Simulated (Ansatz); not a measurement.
Al$_{16}$O$_{23}$: geometry relaxation (part 1 of 4)

- system: Al$_{16}$O$_{23}$ (defect cell, 39 atoms in the cell)
- method: DFT PBE, scalar-relativistic, plane waves, PAW, spin-polarised (Ansatz 0.2.0)

The structure derives from a Materials Project entry. It belongs to a series of runs on one base structure; here: V_O, charge +0, atoms relaxed at the host's cell. Figures and captions count atoms from 1; the log counts them from 0 in places.

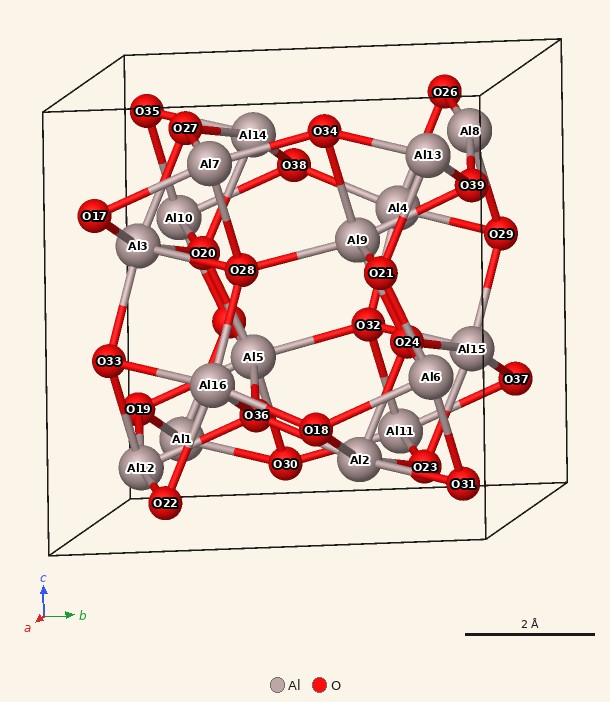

Figure 1. The structure as given in the input (ball-and-stick view of the cell of the calculation, seen slightly off an axis; atoms are numbered from 1 in the order of the input).

**The input**
```yaml
crystal:
  lattice:
    - [-4.8085976127, -2.7762451261, 4.374911747]
    - [4.8085976127, -2.7762451261, 4.374911747]
    - [0.0, 5.5524902522, 4.374911747]
  atoms:
    - { symbol: Al, position: [0.1478748935, 0.1478748935, 0.1478748935] }
    - { symbol: Al, position: [0.6478748935, 0.6478748935, 0.1478748935] }
    - { symbol: Al, position: [0.6478748935, 0.1478748935, 0.6478748935] }
    - { symbol: Al, position: [0.1397294998, 0.6474898275, 0.6495860742], spin: 0.5 }
    - { symbol: Al, position: [0.3521251065, 0.3521251065, 0.3521251065] }
    - { symbol: Al, position: [0.8521251065, 0.8521251065, 0.3521251065] }
    - { symbol: Al, position: [0.8521251065, 0.3521251065, 0.8521251065] }
    - { symbol: Al, position: [0.3498691359, 0.8534142673, 0.843300625], spin: 0.5 }
    - { symbol: Al, position: [0.6530529654, 0.6506532271, 0.6432165975], spin: 0.5 }
    - { symbol: Al, position: [0.1478748935, 0.1478748935, 0.6478748935] }
    - { symbol: Al, position: [0.1478748935, 0.6478748935, 0.1478748935] }
    - { symbol: Al, position: [0.6478748935, 0.1478748935, 0.1478748935] }
    - { symbol: Al, position: [0.8521251065, 0.8521251065, 0.8521251065] }
    - { symbol: Al, position: [0.3488960576, 0.3582607769, 0.8523074965], spin: 0.5 }
    - { symbol: Al, position: [0.3521251065, 0.8521251065, 0.3521251065] }
    - { symbol: Al, position: [0.8521251065, 0.3521251065, 0.3521251065] }
    - { symbol: O, position: [0.9030814021, 0.0969185979, 0.75] }
    - { symbol: O, position: [0.9030814021, 0.5969185979, 0.25] }
    - { symbol: O, position: [0.4030814021, 0.0969185979, 0.25] }
    - { symbol: O, position: [0.4030814021, 0.25, 0.5969185979] }
    - { symbol: O, position: [0.9030814021, 0.75, 0.5969185979] }
    - { symbol: O, position: [0.9030814021, 0.25, 0.0969185979] }
    - { symbol: O, position: [0.4030814021, 0.75, 0.0969185979] }
    - { symbol: O, position: [0.5969185979, 0.75, 0.4030814021] }
    - { symbol: O, position: [0.0969185979, 0.25, 0.4030814021] }
    - { symbol: O, position: [0.0969185979, 0.75, 0.9030814021] }
    - { symbol: O, position: [0.5969185979, 0.25, 0.9030814021] }
    - { symbol: O, position: [0.75, 0.4030814021, 0.5969185979] }
    - { symbol: O, position: [0.25, 0.9030814021, 0.5969185979] }
    - { symbol: O, position: [0.25, 0.4030814021, 0.0969185979] }
    - { symbol: O, position: [0.75, 0.9030814021, 0.0969185979] }
    - { symbol: O, position: [0.25, 0.5969185979, 0.4030814021] }
    - { symbol: O, position: [0.75, 0.0969185979, 0.4030814021] }
    - { symbol: O, position: [0.75, 0.5969185979, 0.9030814021] }
    - { symbol: O, position: [0.25, 0.0969185979, 0.9030814021] }
    - { symbol: O, position: [0.5969185979, 0.4030814021, 0.25] }
    - { symbol: O, position: [0.0969185979, 0.9030814021, 0.25] }
    - { symbol: O, position: [0.0969185979, 0.4030814021, 0.75] }
    - { symbol: O, position: [0.5969185979, 0.9030814021, 0.75] }
  host:
    lattice:
      - [2.4042988063, 1.3881225631, 4.374911747]
      - [-2.4042988063, 1.3881225631, 4.374911747]
      - [0.0, -2.7762451261, 4.374911747]
    atoms:
      - { symbol: Al, position: [0.1478748935, 0.1478748935, 0.1478748935] }
      - { symbol: Al, position: [0.3521251065, 0.3521251065, 0.3521251065] }
      - { symbol: Al, position: [0.6478748935, 0.6478748935, 0.6478748935] }
      - { symbol: Al, position: [0.8521251065, 0.8521251065, 0.8521251065] }
      - { symbol: O, position: [0.9438371958, 0.5561628042, 0.25] }
      - { symbol: O, position: [0.4438371958, 0.75, 0.0561628042] }
      - { symbol: O, position: [0.5561628042, 0.25, 0.9438371958] }
      - { symbol: O, position: [0.25, 0.9438371958, 0.5561628042] }
      - { symbol: O, position: [0.75, 0.0561628042, 0.4438371958] }
      - { symbol: O, position: [0.0561628042, 0.4438371958, 0.75] }
basis:
  ecutwfc: 420
  xc_grid: 2
kpoints:
  mp_grid: { grid: [2, 2, 2], shift: [0.5, 0.5, 0.5] }
hamiltonian:
  xc: pbe
scf:
  occupations: { method: gaussian, width: 0.02 }
  lower_state_search: "off"
output:
  forces: true
  stress: false
  eigenvalues: true
  populations: true
  charged_corrections:
    defect_position: [0.4030814, 0.5969186, 0.75]
    epsilon: [[10.177, 0.0, 0.0], [0.0, 10.177, 0.0], [0.0, 0.0, 12.532]]
  write_density: true
  write_potential: true
  elf: true
  volumetric_format: npy
magnetization:
  spin_polarized: true
relax:
  adjacent_minimum: "off"
  f_tol: 0.03
  max_steps: 40
```

Run on 8 threads of Arm Neoverse V1, 24 GiB of memory available, shared host.

Launched with:
```bash
ansatz run input.yaml --threads 8 --pin off --max-ram 16384MiB --backend cpu --events-out ev --progress --plain --runs-dir out
```

**The program's output**
```
Engine: ansatz 0.2.0, aarch64-unknown-linux-gnu
Pseudopotentials: kind: paw
Pseudopotential: Al, paw, valence charge 3, recommended cutoff 420 eV (normal), Al.paw.azcp
Pseudopotential: O, paw, valence charge 6, recommended cutoff 420 eV (normal), O.paw.azcp
Functional definition: PBE
  parameter kappa = 0.804
  parameter beta = 0.06672455060314922
  exchange = pbe_x(kappa = kappa, mu = beta*pi^2/3)
  correlation = pbe_c(beta = beta)
Crystal: 39 atoms, lattice volume = 350.426 Å³
Basis set: ecut = 420 eV, 6831 PW (Γ), exchange–correlation on 96×96×96 points (8 copies of the dense FFT grid, shifted against one another)
Bands: 133, of which v1, the nominal top of the filled ones, is band 93 counted from 1 (92 counted from 0)
Symmetry: 1 space group operations
Space group: P1 (ITA 1), of the structure as read, at distance tolerance 7.1e-5 Å
Magnetic group: BNS 1.1 (UNI 1), of the structure as read, at distance tolerance 7.1e-5 Å
k-points: 4 of 8 (time reversal used)
Non-local potential: Al, projectors of the file, l = 0: 2, l = 1: 2, l = 2: 1
Non-local potential: O, projectors of the file, l = 0: 2, l = 1: 2, l = 2: 1
PAW form: soft (Blöchl's): semilocal exchange-correlation on the pseudo side does not see the compensation charge
PAW one-centre angular grid: Al, 110 points (default); XC on 64 Gauss nodes
PAW one-centre angular grid: O, 110 points (default); XC on 64 Gauss nodes
Initial density: superposition of atomic densities (chi_scale 0.1, normalization cell, long waves kept (reshape's long-wave potential 0.18 eV rms))
Starting moments: Σ|m| = 2 μB on 4 of 39 sites
Initial wavefunctions: pseudopotential atomic-orbital guess
Functional: x = pbe(κ = 0.804, μ = 0.2195149727645171), c = pbe(β = 0.06672455060314922)
SCF iter   1: F=—  HF=-21719.966599 eV  |F-HF|=—  |Δ(HF+E_count)|=         —  Δρ=6.08e-2 (↑5.97e-2 ↓6.08e-2)  dr2=4.92e1  dr2_m=7.59e-2  M=0.000 μB ∫|m|=0.316 μB  β_m=0.30  ethr=3.10e-3  ⟨swp⟩=7.0  Hψ=4774  notcnv=0  defer=77
preconditioner: auto → Resta (q_TF=auto, 2.455 Å⁻¹)  ε∞=3.3  [insulator: Δε(μ)=3.566 eV  Ē_g=17.842 eV  σ=0.020 eV  W_gap=1.00  n_scr=86 (ndim 8)  ℏωp=27.1 eV  f_vac=0.000  D(μ)=0.00/eV (n_scr^D=0)  ε∞_Penn≈3.3]
spin=Collinear: Resta preconditioning applied to the charge; magnetization (m = ρ↑ − ρ↓) channel mixes plain (no charge-response kernel on spin).
SCF iter   2: F=—  HF=-21709.092053 eV  |F-HF|=—  |Δ(HF+E_count)|=    1.09e1  Δρ=2.86e-2 (↑2.82e-2 ↓2.86e-2)  dr2=1.15e1  dr2_m=3.74e-2  M=0.000 μB ∫|m|=0.266 μB  β_m=0.30  ethr=3.10e-3  ⟨swp⟩=2.1  Hψ=1962  notcnv=0  defer=288
SCF iter   3: F=—  HF=-21706.614698 eV  |F-HF|=—  |Δ(HF+E_count)|=    2.48e0  Δρ=1.59e-2 (↑1.59e-2 ↓1.59e-2)  dr2=1.63e0  dr2_m=1.83e-2  M=0.000 μB ∫|m|=0.227 μB  β_m=0.30  ethr=3.10e-3  ⟨swp⟩=2.0  Hψ=1653  notcnv=0  defer=288
SCF iter   4: F=—  HF=-21706.517675 eV  |F-HF|=—  |Δ(HF+E_count)|=   9.70e-2  Δρ=2.25e-3 (↑2.25e-3 ↓2.23e-3)  dr2=2.01e-2  dr2_m=8.74e-3  M=0.000 μB ∫|m|=0.166 μB  β_m=0.30  ethr=8.75e-4  ⟨swp⟩=2.5  Hψ=1314  notcnv=0  defer=288
SCF iter   5: F=—  HF=-21706.537970 eV  |F-HF|=—  |Δ(HF+E_count)|=   2.03e-2  Δρ=1.66e-3 (↑1.66e-3 ↓1.61e-3)  dr2=7.89e-3  dr2_m=4.61e-3  M=0.000 μB ∫|m|=0.129 μB  β_m=0.30  ethr=1.08e-5  ⟨swp⟩=2.5  Hψ=1591  notcnv=0  defer=288
SCF iter   6: F=—  HF=-21706.550071 eV  |F-HF|=—  |Δ(HF+E_count)|=   1.21e-2  Δρ=9.29e-4 (↑9.13e-4 ↓9.29e-4)  dr2=6.49e-4  dr2_m=2.50e-3  M=0.000 μB ∫|m|=0.101 μB  β_m=0.30  ethr=4.24e-6  ⟨swp⟩=2.0  Hψ=1368  notcnv=0  defer=288
Mixer restart at iter 6: flushing history
spin-set hold released at iteration 6 (site moments contracting): the magnetisation degrees of freedom join the quasi-Newton model from the next iteration; the mixer history was flushed
SCF iter   7: F=—  HF=-21706.553393 eV  |F-HF|=—  |Δ(HF+E_count)|=   3.32e-3  Δρ=6.89e-4 (↑6.76e-4 ↓6.89e-4)  dr2=3.29e-4  dr2_m=1.40e-3  M=0.000 μB ∫|m|=0.078 μB  β_m=0.65  ethr=3.49e-7  ⟨swp⟩=2.0  Hψ=1424  notcnv=0  defer=288
SCF iter   8: F=—  HF=-21706.557741 eV  |F-HF|=—  |Δ(HF+E_count)|=   4.35e-3  Δρ=1.66e-4 (↑1.66e-4 ↓1.33e-4)  dr2=5.96e-5  dr2_m=5.52e-5  M=0.000 μB ∫|m|=0.013 μB  β_m=0.69  ethr=1.77e-7  ⟨swp⟩=3.8  Hψ=2158  notcnv=0  defer=288
iter 9 did not close the SCF: its close was put off for a magnetic moment that had not settled (scf_convergence_deferred on its scf_iter line)
SCF iter   9: F=-21706.557796 eV  HF=-21706.557794 eV  |F-HF|=1.71e-6  |Δ(HF+E_count)|=   5.32e-5  Δρ=6.49e-5 (↑6.04e-5 ↓6.49e-5)  dr2=8.31e-6  dr2_m=1.02e-5  M=0.000 μB ∫|m|=0.004 μB  β_m=0.81  ethr=1.21e-8  ⟨swp⟩=23.5  Hψ=12032  notcnv=0
iter 10 did not close the SCF: its close was put off for a magnetic moment that had not settled (scf_convergence_deferred on its scf_iter line)
SCF iter  10: F=-21706.557800 eV  HF=-21706.557801 eV  |F-HF|=3.93e-7  |Δ(HF+E_count)|=   6.42e-6  Δρ=1.82e-5 (↑9.34e-6 ↓1.82e-5)  dr2=1.09e-6  dr2_m=3.16e-7  M=0.000 μB ∫|m|=0.001 μB  β_m=0.70  ethr=4.47e-9  ⟨swp⟩=8.6  Hψ=7091  notcnv=0
SCF iter  11: F=-21706.557801 eV  HF=-21706.557801 eV  |F-HF|=4.28e-8  |Δ(HF+E_count)|=   1.21e-7  Δρ=3.23e-6 (↑3.23e-6 ↓2.56e-6)  dr2=7.99e-8  dr2_m=1.01e-8  M=0.000 μB ∫|m|=0.000 μB  ethr=5.84e-10  ⟨swp⟩=6.9  Hψ=6222  notcnv=0
WARN: the starting moments were not kept: the SCF closed with an absolute magnetisation of 1.8e-4 μB, where they sum to 2 μB in size (4 sites). That is at most 0.1 of that sum. Measured as dr2_m measures the in/out step, that magnetisation stands 1.1e-9 eV from none, at or under the dr2_threshold of 2.3e-5 eV: it is no larger than a step whose dr2_m would equal this threshold. The system may hold no moment; this SCF shows only that its start led to no more than that. To try another start: raise the starting moments (crystal.atoms[].spin, magnetization.per_species, magnetization.initial_magnetization, or on a non-collinear deck that types none of these the spinor_matrix: blocks that start its atoms; where the total moment is fixed, keep their sum and leave initial_magnetization as it is; typed ones take the place of any that the run laid by itself, positive ones on a crystal's lanthanoids without a Hubbard term where scf.initial_density.shell_occupations: [] is typed) or, if the notice of its spin-set hold's release reads "site moments contracting" or "site moments show no strong build", lengthen the hold (scf.mixing.spin_hold: { on: { confirm: 4 } }; for m-r²SCAN on two components see the key's manual first). Each may lead to a state that holds a moment. A second SCF, from the converged charge density, with the starting moments and any scf.initial_density.shell_occupations laid on it anew, would have followed, and was not run: the deck does not ask for one (magnetization.retry_lost_moments is false, the default). To let it run, set magnetization.retry_lost_moments: true and run the deck again, where that key's refused combinations let it; where memory then withholds it, that run's warning says so.
SCF 1 converged in 11 iterations: F = -21706.557801 eV  dr2 = 7.99e-8
  greatest PAW one-centre occupation: 0.860 electrons in one spin orbital (limit 2), on the O atom at site 37 (counted from 0), in its partial waves of l = 0
relax step   1: F+E_penalty+E_count = -21706.55780082 eV  Δ(F+E_penalty+E_count) = +0.000e0 eV  max|allowed force component| = 1.349e0 eV/Å  Δτ_max = 0.0000 Å  (11 SCF iters, dr2 threshold 2.25e-5 eV, accepted)
Initial density: handed on by an earlier stage of this run
Starting moments: Σ|m| = 2 μB on 4 of 39 sites; this step starts from the density that it was given
Initial wavefunctions: those handed on with the density
iter 1 solved again at ethr=4.54e-6 eV; its pass at ethr=3.10e-3 eV (dr2=8.44e-3 eV) is discarded
SCF iter   1: F=—  HF=-21706.667996 eV  |F-HF|=—  |Δ(HF+E_count)|=         —  Δρ=8.54e-4 (↑8.54e-4 ↓8.19e-4)  dr2=8.61e-3  dr2_m=5.94e-5  M=0.000 μB ∫|m|=0.010 μB  β_m=0.30  ethr=4.54e-6  ⟨swp⟩=2.0  Hψ=2982  notcnv=0  defer=288
preconditioner: auto → Resta (q_TF=auto, 2.455 Å⁻¹)  ε∞=3.5  [insulator: Δε(μ)=3.944 eV  Ē_g=16.963 eV  σ=0.020 eV  W_gap=1.00  n_scr=86 (ndim 8)  ℏωp=27.1 eV  f_vac=0.000  D(μ)=0.00/eV (n_scr^D=0)  ε∞_Penn≈3.5]
spin=Collinear: Resta preconditioning applied to the charge; magnetization (m = ρ↑ − ρ↓) channel mixes plain (no charge-response kernel on spin).
SCF iter   2: F=—  HF=-21706.666948 eV  |F-HF|=—  |Δ(HF+E_count)|=   1.05e-3  Δρ=6.09e-4 (↑6.09e-4 ↓5.81e-4)  dr2=4.56e-3  dr2_m=3.13e-5  M=0.000 μB ∫|m|=0.008 μB  β_m=0.65  ethr=4.54e-6  ⟨swp⟩=1.0  Hψ=776  notcnv=0  defer=288
SCF iter   3: F=—  HF=-21706.666011 eV  |F-HF|=—  |Δ(HF+E_count)|=   9.37e-4  Δρ=1.25e-4 (↑1.25e-4 ↓1.18e-4)  dr2=1.63e-4  dr2_m=5.39e-7  M=0.000 μB ∫|m|=0.002 μB  β_m=0.65  ethr=2.45e-6  ⟨swp⟩=2.2  Hψ=1338  notcnv=0  defer=288
SCF iter   4: F=-21706.665986 eV  HF=-21706.665992 eV  |F-HF|=6.06e-6  |Δ(HF+E_count)|=   1.89e-5  Δρ=3.96e-5 (↑3.94e-5 ↓3.96e-5)  dr2=2.01e-5  dr2_m=1.57e-7  M=0.000 μB ∫|m|=0.001 μB  ethr=5.38e-8  ⟨swp⟩=18.4  Hψ=9621  notcnv=0
the starting moments were not kept: the SCF closed with an absolute magnetisation of 6.8e-4 μB, where they sum to 2 μB in size (4 sites). That is at most 0.1 of that sum. Measured as dr2_m measures the in/out step, that magnetisation stands 3.6e-8 eV from none, at or under the dr2_threshold of 1.0e-4 eV: it is no larger than a step whose dr2_m would equal this threshold.
SCF 2 converged in 4 iterations: F = -21706.665986 eV  dr2 = 2.01e-5
[... from here on the iterations of each SCF are left out, up to the last one ...]
relax step   2: F+E_penalty+E_count = -21706.66598636 eV  Δ(F+E_penalty+E_count) = -1.082e-1 eV  max|allowed force component| = 7.197e-1 eV/Å  Δτ_max = 0.0530 Å  (4 SCF iters, dr2 threshold 1.00e-4 eV, accepted)
preconditioner: auto → Resta (q_TF=auto, 2.455 Å⁻¹)  ε∞=3.6  [insulator: Δε(μ)=4.200 eV  Ē_g=16.936 eV  σ=0.020 eV  W_gap=1.00  n_scr=86 (ndim 8)  ℏωp=27.1 eV  f_vac=0.000  D(μ)=0.00/eV (n_scr^D=0)  ε∞_Penn≈3.6]
spin=Collinear: Resta preconditioning applied to the charge; magnetization (m = ρ↑ − ρ↓) channel mixes plain (no charge-response kernel on spin).
the starting moments were not kept: the SCF closed with an absolute magnetisation of 5.1e-4 μB, where they sum to 2 μB in size (4 sites). That is at most 0.1 of that sum. Measured as dr2_m measures the in/out step, that magnetisation stands 2.4e-8 eV from none, at or under the dr2_threshold of 3.2e-5 eV: it is no larger than a step whose dr2_m would equal this threshold.
SCF 3 converged in 5 iterations: F = -21706.744622 eV  dr2 = 7.53e-6
  Residual-converged pass: ⟨swp⟩=1.0  Hψ=1096  notcnv=0  max |occ|·‖R‖ = 6.9e-9 eV (tolerance 1.0e-8 eV)  dr2=7.53e-6  dr2_m=5.14e-8  dr2_onsite=6.09e-7  max |Δocc| = 0.0e0
relax step   3: F+E_penalty+E_count = -21706.74462182 eV  Δ(F+E_penalty+E_count) = -7.864e-2 eV  max|allowed force component| = 1.304e-1 eV/Å  Δτ_max = 0.0934 Å  (5 SCF iters, dr2 threshold 3.24e-5 eV, accepted)
preconditioner: auto → Resta (q_TF=auto, 2.455 Å⁻¹)  ε∞=3.6  [insulator: Δε(μ)=4.203 eV  Ē_g=16.928 eV  σ=0.020 eV  W_gap=1.00  n_scr=86 (ndim 8)  ℏωp=27.1 eV  f_vac=0.000  D(μ)=0.00/eV (n_scr^D=0)  ε∞_Penn≈3.6]
spin=Collinear: Resta preconditioning applied to the charge; magnetization (m = ρ↑ − ρ↓) channel mixes plain (no charge-response kernel on spin).
the starting moments were not kept: the SCF closed with an absolute magnetisation of 8.2e-5 μB, where they sum to 2 μB in size (4 sites). That is at most 0.1 of that sum. Measured as dr2_m measures the in/out step, that magnetisation stands 7.5e-10 eV from none, at or under the dr2_threshold of 1.1e-6 eV: it is no larger than a step whose dr2_m would equal this threshold.
SCF 4 converged in 6 iterations: F = -21706.748732 eV  dr2 = 3.89e-8
relax step   4: F+E_penalty+E_count = -21706.74873206 eV  Δ(F+E_penalty+E_count) = -4.110e-3 eV  max|allowed force component| = 3.162e-2 eV/Å  Δτ_max = 0.0142 Å  (6 SCF iters, dr2 threshold 1.06e-6 eV, accepted)
SCF iter   1: F=—  HF=-21706.748633 eV  |F-HF|=—  |Δ(HF+E_count)|=         —  Δρ=1.00e-4 (↑9.99e-5 ↓1.00e-4)  dr2=1.30e-4  dr2_m=2.99e-7  M=0.000 μB ∫|m|=0.001 μB  β_m=0.30  ethr=7.47e-7  ⟨swp⟩=2.0  Hψ=2064  notcnv=0  defer=288
preconditioner: auto → Resta (q_TF=auto, 2.455 Å⁻¹)  ε∞=3.6  [insulator: Δε(μ)=4.210 eV  Ē_g=16.928 eV  σ=0.020 eV  W_gap=1.00  n_scr=86 (ndim 8)  ℏωp=27.1 eV  f_vac=0.000  D(μ)=0.00/eV (n_scr^D=0)  ε∞_Penn≈3.6]
spin=Collinear: Resta preconditioning applied to the charge; magnetization (m = ρ↑ − ρ↓) channel mixes plain (no charge-response kernel on spin).
SCF iter   2: F=—  HF=-21706.748609 eV  |F-HF|=—  |Δ(HF+E_count)|=   2.37e-5  Δρ=6.99e-5 (↑6.98e-5 ↓6.99e-5)  dr2=6.33e-5  dr2_m=1.58e-7  M=0.000 μB ∫|m|=0.001 μB  β_m=0.63  ethr=6.97e-8  ⟨swp⟩=1.0  Hψ=1224  notcnv=0  defer=288
SCF iter   3: F=—  HF=-21706.749009 eV  |F-HF|=—  |Δ(HF+E_count)|=   4.00e-4  Δρ=1.59e-5 (↑1.59e-5 ↓1.55e-5)  dr2=2.31e-6  dr2_m=5.08e-9  M=0.000 μB ∫|m|=0.000 μB  β_m=0.60  ethr=3.40e-8  ⟨swp⟩=2.0  Hψ=1336  notcnv=0  defer=288
SCF iter   4: F=—  HF=-21706.749009 eV  |F-HF|=—  |Δ(HF+E_count)|=   2.77e-7  Δρ=5.49e-6 (↑5.35e-6 ↓5.49e-6)  dr2=2.44e-7  dr2_m=1.71e-9  M=0.000 μB ∫|m|=0.000 μB  β_m=0.79  ethr=1.24e-9  ⟨swp⟩=2.1  Hψ=1377  notcnv=0  defer=288
SCF iter   5: F=-21706.749009 eV  HF=-21706.749009 eV  |F-HF|=8.01e-9  |Δ(HF+E_count)|=   1.35e-8  Δρ=1.27e-6 (↑1.27e-6 ↓1.25e-6)  dr2=1.47e-8  dr2_m=1.14e-10  M=0.000 μB ∫|m|=0.000 μB  ethr=5.38e-11  ⟨swp⟩=14.1  Hψ=7121  notcnv=0
the starting moments were not kept: the SCF closed with an absolute magnetisation of 2.3e-5 μB, where they sum to 2 μB in size (4 sites). That is at most 0.1 of that sum. Measured as dr2_m measures the in/out step, that magnetisation stands 5.3e-11 eV from none, at or under the dr2_threshold of 1.0e-7 eV: it is no larger than a step whose dr2_m would equal this threshold.
SCF 5 converged in 5 iterations: F = -21706.749009 eV  dr2 = 1.47e-8
relax step   5: F+E_penalty+E_count = -21706.74900853 eV  Δ(F+E_penalty+E_count) = -2.765e-4 eV  max|allowed force component| = 6.102e-3 eV/Å  Δτ_max = 0.0027 Å  (5 SCF iters, accepted)
```

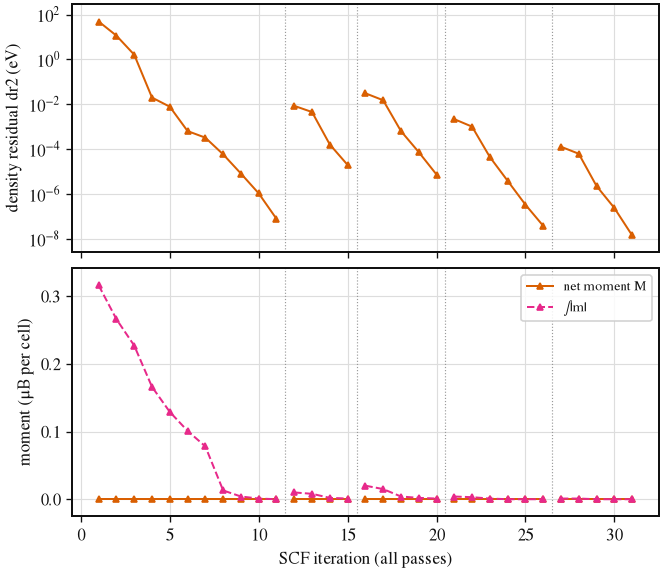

Figure 2. Convergence of the self-consistent field: density residual dr2 and magnetic moment against the SCF iteration. The dotted lines part the SCF passes of the relaxation: geometry steps, rejected trials and re-solves on a re-selected basis. The 5 passes take 4 to 11 iterations each, 31 in all. The net moment stays at 0.0 μB per cell, and ∫|m| falls to zero.
